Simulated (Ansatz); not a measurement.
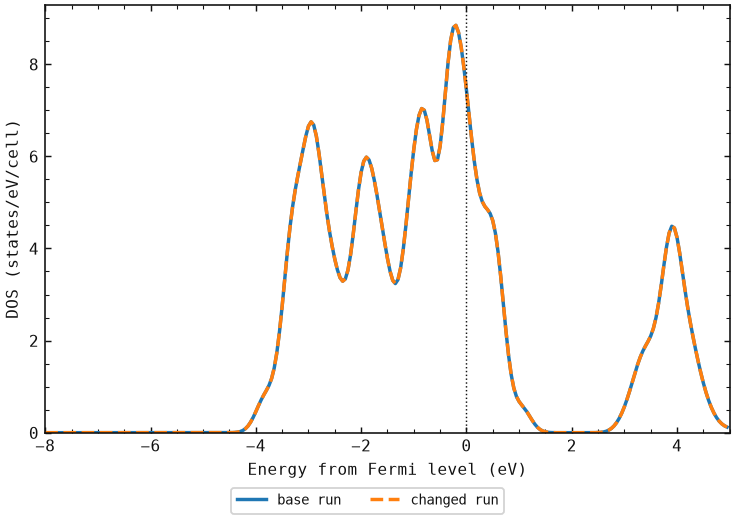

Densities of states of two runs on CaSe₂, space group P6_3/mmc (No. 194), 6 atoms in the cell, each from its own Fermi level, built from the levels of each run's k mesh with Gaussians 0.4 eV wide, which blur the band edges.

Base run: DFT with r2SCAN, PAW plane waves, no spin polarisation, 6×6×2 k mesh, 500 eV cutoff, Fermi-Dirac smearing of 0.025 eV (Ansatz).

The second run changes scf.mixing.algorithm from the default to msr1, scf.mixing.beta from the default to 0.3 and crystal.symmetry from { tolerance: 0.0003 } to { detect: false }.

What do the changes do to the electronic structure?

Almost nothing at this scale: the two curves lie nearly on top of each other. Both runs have no gap on their mesh. The free energy is unchanged within 0.1 meV an atom.

On the base run: The structure was built from a prototype or by substitution, so it need not be a known phase. The atoms aren't at rest in this cell (largest force 2.5 eV/Å), so the relaxed material can differ.
